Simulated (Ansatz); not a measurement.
Run report: AlGa₂As₃, band-structure calculation (part 1 of 2)

AlGa₂As₃ (Imm2, 6 atoms in the cell), computed with DFT, PBE with spin-orbit coupling, plane waves, PAW (Ansatz 0.2.0).

The structure was built on a prototype by a generator; it need not be a known phase. The geometry comes from this level: r2SCAN.

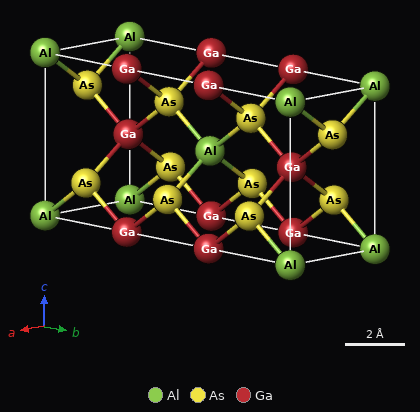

Fig. 1: The structure (ball-and-stick view of the cell 2 times as large as that of the calculation, set on its symmetry axes, seen at an oblique angle). An atom can appear more than once, as a periodic image.

## The input
```yaml
crystal:
  lattice:
    - [-2.0055488369, 6.0162553552, 2.8348041631]
    - [2.0055488369, -6.0162553552, 2.8348041631]
    - [2.0055488369, 6.0162553552, -2.8348041631]
  atoms:
    - { symbol: Al, position: [-0.0007339419, -0.0007339419, 0.0] }
    - { symbol: As, position: [0.750139856, 0.250139856, 0.5] }
    - { symbol: Ga, position: [0.6671413519, 0.0002823176, 0.6668590344] }
    - { symbol: As, position: [0.4166020127, 0.2500147254, 0.1665872873] }
    - { symbol: Ga, position: [0.3334232832, 0.0002823176, 0.3331409656] }
    - { symbol: As, position: [0.0834274381, 0.2500147254, 0.8334127127] }
kpoints:
  mp_grid: { grid: [8, 8, 8] }
  band_path:
    path:
      - [0.0, 0.0, 0.0]
      - [0.5, -0.5, 0.5]
      - [0.2777813899, -0.2777813899, 0.7222186101]
      - [-0.2777813899, 0.2777813899, 0.2777813899]
      - [0.3055051921, 0.3055051921, -0.3055051921]
      - [0.6944948079, -0.3055051921, 0.3055051921]
      - [0.0, 0.5, 0.0]
      - [0.25, 0.25, 0.25]
      - [0.5, 0.0, 0.0]
    npoints: 1
hamiltonian:
  xc: pbe
scf:
  occupations: { method: fermi_dirac, width: 0.02 }
  n_extra_bands: 10
magnetization:
  noncollinear: true
  spin_orbit: true
output:
  forces: true
  stress: true
  eigenvalues: true
  write_density: true
  write_potential: true
  elf: true
  volumetric_format: npy
```

Launched with:
```bash
ansatz run input.yaml --threads 4 --pin off --max-ram 6451MiB --backend cpu --events-out ev --progress --plain --runs-dir out
```

## Output
```
basis.fft_grid_basis auto: the FFT boxes are laid along the combinations [[1, 1, 0], [0, 1, 0], [0, 1, 1]] of the cell's own vectors, 5.670, 6.946 and 4.011 Å long. The dense box has 40×48×27 points. Along the cell's own vectors, as sized, it would have 48×48×48, 2.13 times as many. Of the 4 symmetry operations that the crystal satisfies within crystal.symmetry.tolerance (time reversal apart; of a slab, those that keep its plane) the dense box along the cell's own vectors carries 4, and the one as laid loses 3 of those. basis.fft_grid_basis: typed keeps the cell's own vectors: state it where this run's energies or levels are differenced outside the engine with another run's, or held beside a run that keeps those vectors. Those combinations have planes normal to reciprocal vector 3, as the cell's own vectors have. Each planar average written beside output.write_density, output.write_potential has a row for each plane of the box: 27. The volumetric files lie along those combinations, not along the cell's own vectors: a cube or XSF file states them, and fields.json those of NumPy files.
scf.n_extra_bands = 10 over 74 filled bands (N_el = 74.0): the run solves 84 bands
Engine: ansatz 0.2.0, aarch64-unknown-linux-gnu
Pseudopotentials: kind: paw_fr
Pseudopotential: Al, paw_fr, valence charge 3, recommended cutoff 420 eV (normal), Al.paw.azcp#standard-fr
Pseudopotential: As, paw_fr, valence charge 15, recommended cutoff 420 eV (normal), As.paw.azcp#standard-fr
Pseudopotential: Ga, paw_fr, valence charge 13, recommended cutoff 420 eV (normal), Ga.paw.azcp#standard-fr
Functional definition: PBE
  parameter kappa = 0.804
  parameter beta = 0.06672455060314922
  exchange = pbe_x(kappa = kappa, mu = beta*pi^2/3)
  correlation = pbe_c(beta = beta)
non-collinear run that drives no moment, with spin-orbit: no starting moment large enough to seed its density (crystal.atoms[].spin), no starting occupations that ask for one, no magnetisation constraint and no magnetic field, so the semilocal B_xc is pinned to zero
Crystal: 6 atoms, lattice volume = 136.818 Å³
Basis set: ecut = 420 eV, 2679 PW (Γ), FFT grids on a1+a2, a2, a2+a3, exchange–correlation on 80×96×54 points (8 copies of the dense FFT grid, shifted against one another)
Bands: 84, of which v1, the nominal top of the filled ones, is band 74 counted from 1 (73 counted from 0)
Symmetry: 4 space group operations + 4 with time reversal
Magnetic group: BNS 44.230 (UNI 328), of the structure as read, at distance tolerance 5.2e-5 Å
k-points: 95 of 512 (time reversal used)
Projection manifold: j_resolved (fully-relativistic pseudo-atomic orbitals)
Non-local potential: Al, projectors of the file, l = 0: 2, l = 1: 4, l = 2: 2
Non-local potential: As, projectors of the file, l = 0: 2, l = 1: 4, l = 2: 6, l = 3: 2
Non-local potential: Ga, projectors of the file, l = 0: 2, l = 1: 4, l = 2: 6, l = 3: 2
PAW form: soft (Blöchl's): semilocal exchange-correlation on the pseudo side does not see the compensation charge
PAW one-centre angular grid: Al, 110 points (default); XC on 64 Gauss nodes
PAW one-centre angular grid: As, 590 points (default); XC on 64 Gauss nodes
PAW one-centre angular grid: Ga, 590 points (default); XC on 64 Gauss nodes
Initial density: superposition of atomic densities (chi_scale 0.1, normalization cell, long waves kept (reshape's long-wave potential 0.02 eV rms))
Initial wavefunctions: pseudopotential atomic-orbital guess
Functional: x = pbe(κ = 0.804, μ = 0.2195149727645171), c = pbe(β = 0.06672455060314922)
SCF iter   1: F=—  HF=-22675.073715 eV  |F-HF|=—  |Δ(HF+E_count)|=         —  Δρ=3.88e-2  dr2=1.45e0  dr2_m=0.00e0 (ungated)  ethr=3.10e-3  |M|=0.00e0 ∫|m|=0.00e0 μB  |m|>n=0.0e0 m-floor=0.0e0 τ_xc=0.0e0  β_m=0.30  ⟨swp⟩=6.8  Hψ=35704  notcnv=0
preconditioner: auto → Resta (q_TF=auto, 2.463 Å⁻¹)  ε∞=3.7  [insulator: Δε(μ)=0.860 eV  Ē_g=12.901 eV  σ=0.020 eV  W_gap=1.00  n_scr=38 (ndim 8)  ℏωp=21.1 eV  f_vac=0.000  D(μ)=0.00/eV (n_scr^D=0)  ε∞_Penn≈3.7]
spin=Noncollinear: Resta preconditioning applied to the charge; magnetization (m_x, m_y, m_z) channels mix plain (no charge-response kernel on spin).
SCF iter   2: F=—  HF=-22674.959357 eV  |F-HF|=—  |Δ(HF+E_count)|=   1.14e-1  Δρ=2.83e-2  dr2=8.29e-1  dr2_m=0.00e0 (ungated)  ethr=1.96e-3  |M|=0.00e0 ∫|m|=0.00e0 μB  |m|>n=0.0e0 m-floor=0.0e0 τ_xc=0.0e0  β_m=0.65  ⟨swp⟩=1.0  Hψ=9406  notcnv=0  defer=17
SCF iter   3: F=—  HF=-22674.831985 eV  |F-HF|=—  |Δ(HF+E_count)|=   1.27e-1  Δρ=4.00e-3  dr2=2.52e-2  dr2_m=0.00e0 (ungated)  ethr=1.12e-3  |M|=0.00e0 ∫|m|=0.00e0 μB  |m|>n=0.0e0 m-floor=0.0e0 τ_xc=0.0e0  β_m=0.56  ⟨swp⟩=3.0  Hψ=12427  notcnv=0  defer=167
SCF iter   4: F=—  HF=-22674.815777 eV  |F-HF|=—  |Δ(HF+E_count)|=   1.62e-2  Δρ=2.19e-3  dr2=5.46e-3  dr2_m=0.00e0 (ungated)  ethr=3.41e-5  |M|=0.00e0 ∫|m|=0.00e0 μB  |m|>n=0.0e0 m-floor=0.0e0 τ_xc=0.0e0  β_m=0.78  ⟨swp⟩=2.8  Hψ=12669  notcnv=0  defer=342
SCF iter   5: F=—  HF=-22674.821506 eV  |F-HF|=—  |Δ(HF+E_count)|=   5.73e-3  Δρ=5.20e-4  dr2=4.27e-4  dr2_m=0.00e0 (ungated)  ethr=7.37e-6  |M|=0.00e0 ∫|m|=0.00e0 μB  |m|>n=0.0e0 m-floor=0.0e0 τ_xc=0.0e0  β_m=0.87  ⟨swp⟩=2.0  Hψ=10527  notcnv=0  defer=342
SCF iter   6: F=—  HF=-22674.822099 eV  |F-HF|=—  |Δ(HF+E_count)|=   5.93e-4  Δρ=1.45e-4  dr2=4.08e-5  dr2_m=0.00e0 (ungated)  ethr=5.78e-7  |M|=0.00e0 ∫|m|=0.00e0 μB  |m|>n=0.0e0 m-floor=0.0e0 τ_xc=0.0e0  β_m=0.74  ⟨swp⟩=2.0  Hψ=15216  notcnv=0  defer=342
SCF iter   7: F=—  HF=-22674.822112 eV  |F-HF|=—  |Δ(HF+E_count)|=   1.32e-5  Δρ=7.68e-5  dr2=5.67e-6  dr2_m=0.00e0 (ungated)  ethr=5.51e-8  |M|=0.00e0 ∫|m|=0.00e0 μB  |m|>n=0.0e0 m-floor=0.0e0 τ_xc=0.0e0  β_m=0.87  ⟨swp⟩=2.0  Hψ=14986  notcnv=0  defer=342
SCF iter   8: F=—  HF=-22674.822130 eV  |F-HF|=—  |Δ(HF+E_count)|=   1.70e-5  Δρ=1.11e-5  dr2=1.84e-7  dr2_m=0.00e0 (ungated)  ethr=7.66e-9  |M|=0.00e0 ∫|m|=0.00e0 μB  |m|>n=0.0e0 m-floor=0.0e0 τ_xc=0.0e0  β_m=0.89  ⟨swp⟩=2.0  Hψ=13908  notcnv=0  defer=342
SCF iter   9: F=-22674.822130 eV  HF=-22674.822130 eV  |F-HF|=1.90e-8  |Δ(HF+E_count)|=   4.13e-7  Δρ=2.79e-6  dr2=1.50e-8  dr2_m=0.00e0 (ungated)  ethr=1.35e-10  |M|=0.00e0 ∫|m|=0.00e0 μB  |m|>n=0.0e0 m-floor=0.0e0 τ_xc=0.0e0  ⟨swp⟩=13.9  Hψ=59409  notcnv=0
SCF 1 converged in 9 iterations: F = -22674.822130 eV  dr2 = 1.50e-8
  greatest PAW one-centre occupation: 0.999 electrons in one spin orbital (limit 2), on the As atom at site 3 (counted from 0), in its partial waves of l = 2
```

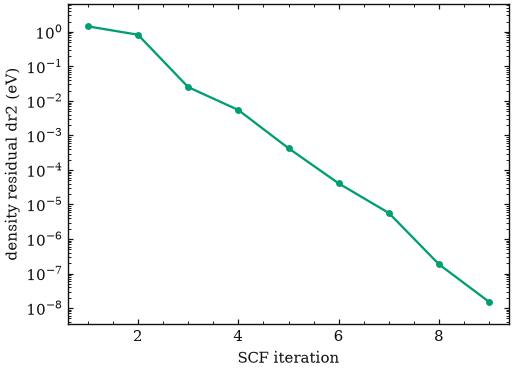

Fig. 2: Convergence of the self-consistent field: density residual dr2 against the SCF iteration. The residual falls at every step.

```
NSCF: frozen V_eff on 9 k-points
SCF converged after 9 iterations
Magnetization: |M| = 0.0000 μB,  M = (+0.0000, +0.0000, +0.0000) μB
Absolute magnetization: 0.0000 μB (∫|m|)
  site 0: m = (+0.0000, +0.0000, +0.0000) μB, |m| = 0.0000 μB  (R = 1.01 Å)
  site 1: m = (+0.0000, +0.0000, +0.0000) μB, |m| = 0.0000 μB  (R = 1.01 Å)
  site 2: m = (+0.0000, +0.0000, +0.0000) μB, |m| = 0.0000 μB  (R = 1.01 Å)
  site 3: m = (+0.0000, +0.0000, +0.0000) μB, |m| = 0.0000 μB  (R = 1.01 Å)
  site 4: m = (+0.0000, +0.0000, +0.0000) μB, |m| = 0.0000 μB  (R = 1.01 Å)
  site 5: m = (+0.0000, +0.0000, +0.0000) μB, |m| = 0.0000 μB  (R = 1.01 Å)
Free energy (F): -22674.822130 eV
Harris-Foulkes:  -22674.822130 eV  (|F-HF|=1.90e-8)
Internal energy: -22674.822130 eV  (E = F + TS)
E sigma→0 (E₀):  -22674.822130 eV
Fermi energy:    7.999772 eV
--- Per-component energies (eV) ---
  E_band       = -906.249316
  E_kinetic    = 565.181086
  E_local      = -10373.646258  (includes V_loc(G=0)·N_el)
  E_nonlocal   = -1150.112139
  E_hartree    = 5284.262707
  E_xc         = -415.734457
  E_vxc        = -383.000025  (∫ρ·V_xc dr)
  E_paw        = -9953.650705  (= ΣΔE_a)
  E_vpaw       = -133.196730  (= ΣTr[D̂ρ^β])
  E_aug_tail   = -0.000246  (compensation charges beyond the density's cutoff)
  E_ewald      = -6631.122119
  E_smearing   = -0.000000  (= −TS)
  E_closure    = 0.000000  (closes the sum)
  Σ components = -22674.822130   (vs F -22674.822130, Δ=0.00e0)
--- Forces (eV/Å), atoms counted from 1 ---
  atom   1  Al    -0.00000000     0.00000000     0.00893059
  atom   2  As    -0.00000000     0.00000000     0.05640896
  atom   3  Ga     0.00000000    -0.00277919    -0.00542069
  atom   4  As     0.00000000    -0.04787671    -0.02724759
  atom   5  Ga    -0.00000000     0.00277919    -0.00542069
  atom   6  As    -0.00000000     0.04787671    -0.02724759
  max |Σ_I F_I| component: 2.99e-6 eV/Å
--- Stress (GPa, compression-positive) ---
        2.473912      -0.000000      -0.000000
       -0.000000       2.456714       0.000000
       -0.000000       0.000000       2.456350
  P = ⅓ Tr σ = 2.4623 GPa (24.623 kbar)
--- Band table (eV; the first three rows and the last of 95) ---
  k-point 0: bands = ["-27.8599", "-27.8599", "-27.8598", "-27.8598", "-27.8423", "-27.8423", "-27.8421", "-27.8421", "-27.7844", "-27.7844", "-27.7636", "-27.7636", "-27.1379", "-27.1379", "-27.1376", "-27.1376", "-27.1197", "-27.1197", "-27.1194", "-27.1194", "-27.1152", "-27.1152", "-27.1150", "-27.1150", "-27.0621", "-27.0621", "-27.0449", "-27.0449", "-27.0343", "-27.0343", "-7.4421", "-7.4421", "-7.4163", "-7.4163", "-7.3996", "-7.3996", "-7.3916", "-7.3916", "-7.0158", "-7.0158", "-6.9654", "-6.9654", "-6.9484", "-6.9484", "-6.9335", "-6.9335", "-6.9249", "-6.9249", "-6.9192", "-6.9192", "-4.9194", "-4.9194", "-2.8029", "-2.8029", "-2.7776", "-2.7776", "1.2022", "1.2022", "1.8212", "1.8212", "3.6516", "3.6516", "3.7417", "3.7417", "5.6703", "5.6703", "5.6748", "5.6748", "7.2487", "7.2487", "7.5660", "7.5660", "7.5724", "7.5724", "8.4156", "8.4156", "9.8571", "9.8571", "9.8869", "9.8869", "11.2946", "11.2946", "11.4321", "11.4321"]
  k-point 1: bands = ["-27.8599", "-27.8599", "-27.8598", "-27.8597", "-27.8423", "-27.8423", "-27.8421", "-27.8420", "-27.7845", "-27.7844", "-27.7636", "-27.7635", "-27.1379", "-27.1378", "-27.1376", "-27.1375", "-27.1197", "-27.1197", "-27.1194", "-27.1194", "-27.1153", "-27.1151", "-27.1150", "-27.1149", "-27.0621", "-27.0621", "-27.0450", "-27.0449", "-27.0343", "-27.0342", "-7.4458", "-7.4408", "-7.4177", "-7.4152", "-7.4023", "-7.3970", "-7.3918", "-7.3897", "-7.0246", "-7.0113", "-6.9685", "-6.9582", "-6.9507", "-6.9482", "-6.9344", "-6.9314", "-6.9265", "-6.9249", "-6.9224", "-6.9182", "-4.7920", "-4.7918", "-2.8375", "-2.8368", "-2.6646", "-2.6642", "1.1708", "1.1937", "1.8236", "1.8474", "3.7669", "3.8068", "3.8614", "3.9027", "4.9990", "5.0287", "5.3094", "5.3433", "6.1231", "6.1395", "7.0315", "7.0710", "7.3293", "7.3471", "9.4911", "9.5106", "10.6303", "10.6644", "10.9061", "10.9572", "11.1750", "11.1776", "11.7364", "11.7413"]
```
